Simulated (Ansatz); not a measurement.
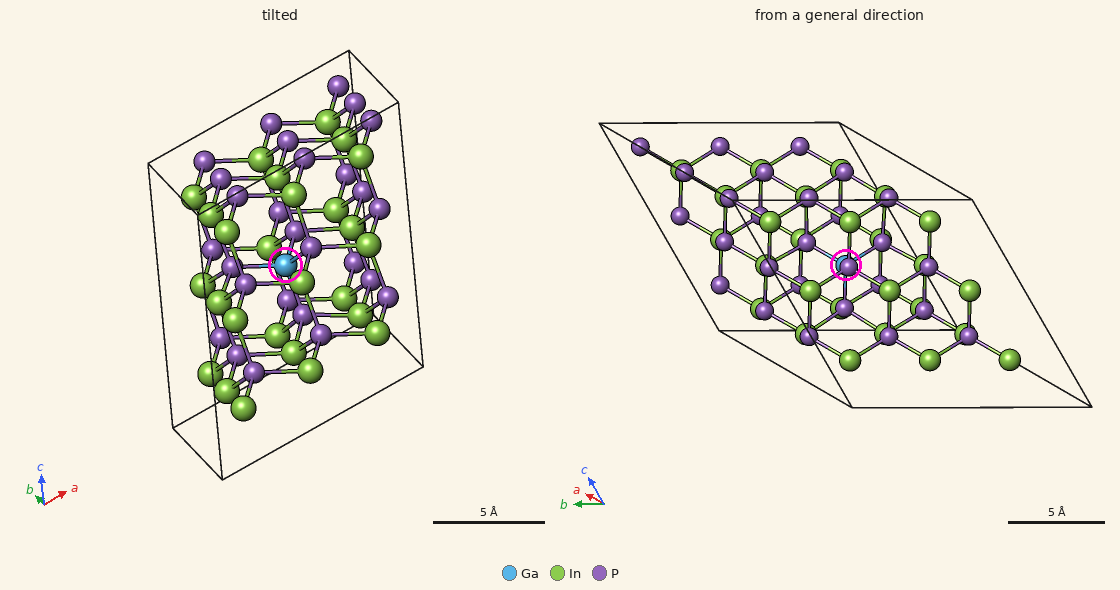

Crystal structure, ball-and-stick style, seen slightly off an axis and from a general direction. The edges of the supercell are marked. The host is InP, in a cell of 54 sites, and the cell is neutral. A ring marks the defect's site.

**What kind of defect was put in?**

Gallium on an indium site (a substitutional impurity). It is bonded to four P in a tetrahedral arrangement at about 2.4 Å.

The atoms were relaxed in the host's cell with Ansatz, DFT PBE, scalar-relativistic, plane waves, PAW.
